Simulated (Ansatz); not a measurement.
Here is a crystal structure:

```
Lu
1.0
     3.94051    0.00000    0.00000
     0.00000    3.94051    0.00000
     0.00000    0.00000    3.94051
Lu
2
Cartesian
  0.0000 0.0000 0.0000
  1.9703 1.9703 1.9703
```

**What would you see if this were drawn?**

The element is lutetium. It belongs to space group Im-3m (No. 229) and has a body-centred cubic lattice. Among the common structure types it is body-centred cubic (W type). The cell holds two atoms. Lu bonds to eight Lu in a cubic arrangement at 3.41 Å. The bonds build a three-dimensional framework.

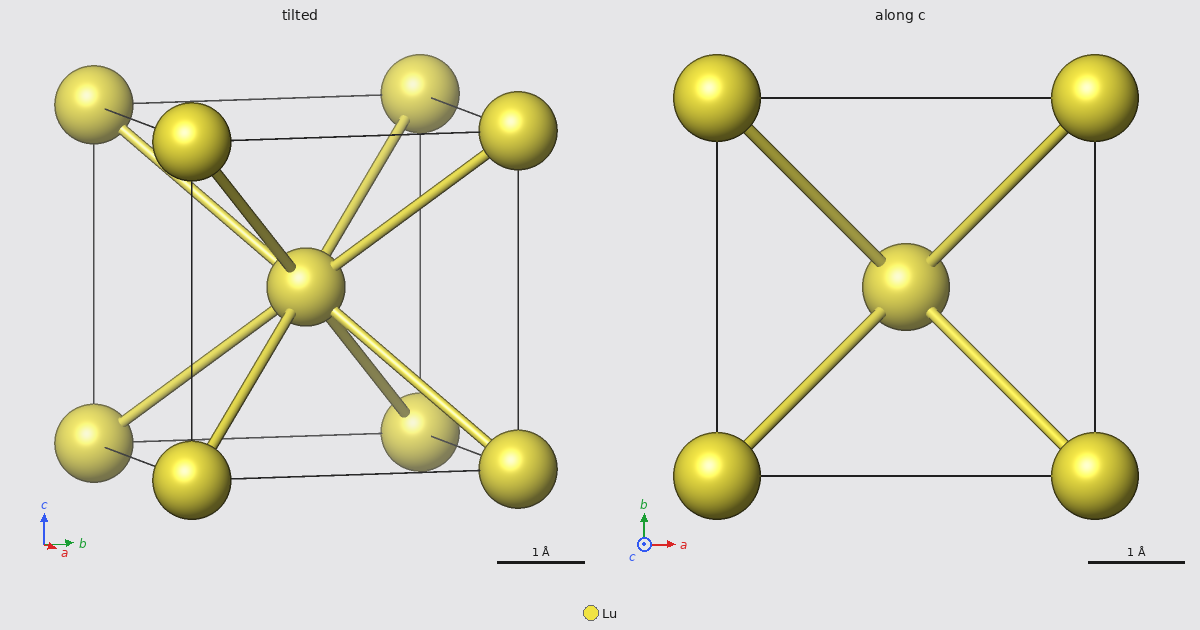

Shown here is a ball-and-stick view of the crystal, taken slightly off an axis and along the c axis. The wireframe shows the conventional unit cell.

The initial geometry was a structure listed in the Materials Project. The cell was then strained or its atoms displaced on purpose. An electronic-structure calculation with Ansatz was run on it.
